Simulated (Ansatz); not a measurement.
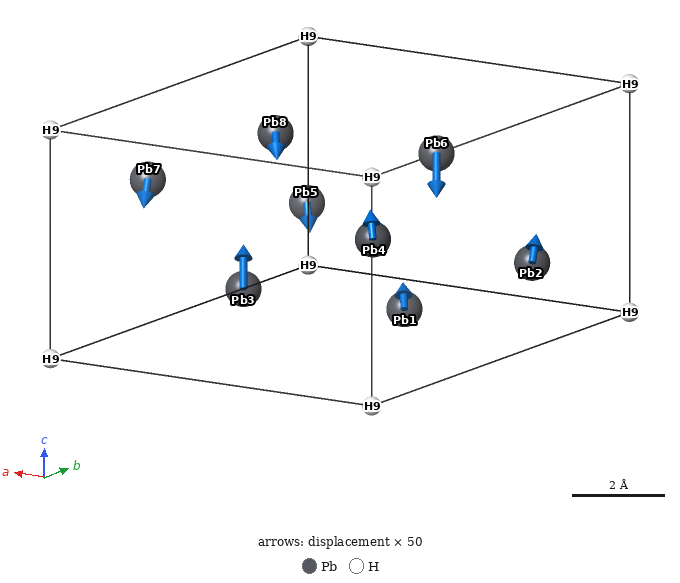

This is a relaxation of a crystal of HPb8 (set up in P-3m1). The starting structure is drawn; blue arrows show the displacements (the part carried along by the change of the cell is left out), 50 times their true length.

A ball-and-stick model of the cell of the calculation, seen from a free direction.

Case: 1 H put on empty site 1 of 4 host cells, relaxed.

Theory: Ansatz, DFT PBE, scalar-relativistic, plane waves, PAW.

Input
```yaml
crystal:
  lattice:
    - [7.4077718262, 1.0e-10, 0.0]
    - [-3.7038859132, 6.4153185869, 0.0]
    - [0.0, 0.0, 5.4875276102]
  atoms:
    - { symbol: Pb, position: [0.1681723327, 0.3363446654, 0.2509622434] }
    - { symbol: Pb, position: [0.1681723327, 0.8318276673, 0.2509622434] }
    - { symbol: Pb, position: [0.6666666667, 0.3333333333, 0.2375740674] }
    - { symbol: Pb, position: [0.6636553346, 0.8318276673, 0.2509622434] }
    - { symbol: Pb, position: [0.3363446654, 0.1681723327, 0.7490377566] }
    - { symbol: Pb, position: [0.3333333333, 0.6666666667, 0.7624259326] }
    - { symbol: Pb, position: [0.8318276673, 0.1681723327, 0.7490377566] }
    - { symbol: Pb, position: [0.8318276673, 0.6636553346, 0.7490377566] }
    - { symbol: H, position: [0.0, 0.0, 0.0] }
basis:
  ecutwfc: 420
kpoints:
  mp_grid: { grid: [6, 6, 6] }
hamiltonian:
  xc: pbe
scf:
  occupations: { method: gaussian, width: 0.1 }
output:
  forces: true
  stress: true
  eigenvalues: true
  write_density: true
  write_potential: true
  elf: true
  volumetric_format: npy
relax:
  adjacent_minimum: "off"
  f_tol: 0.025
  max_steps: 70
  cell: { stress_tol: 0.12 }
```

Command:
```bash
ansatz run input.yaml --threads 2 --pin off --max-ram 5120MiB --backend cpu --events-out ev --progress --plain --runs-dir out
```

### Describe the change and its energy.

The largest moves relative to the cell, 0.021 Å, are those of Pb3 and Pb6. Pb3 goes along +c. H stays in place. The volume changes by −0.9 %, with a = b 7.408 → 7.145 Å (−3.5 %), c 5.488 → 5.847 Å (+6.5 %). The space group stays P-3m1 (No. 164). Over 4 accepted moves (6 points after the start) the energy falls by 23.6 meV per atom. Largest force component: 0.091 eV/Å at the start, 0.00054 eV/Å at the end. Pressure: 0.03 GPa at the start and 0.00 GPa at the end. The line search rejected the trial step at point 2 of the run. At 1 point the geometry stayed and the basis and grid were re-selected for the new cell (energy shift of less than 0.05 meV per atom at most each time). Cost: 90 s on 2 threads of INTEL(R) XEON(R) PLATINUM 8581C CPU @ 2.10GHz (Emerald Rapids), on a shared host, peak memory 0.92 GiB.

Limits of the set-up: layers or molecules are held without a dispersion correction, so their spacing is unreliable.
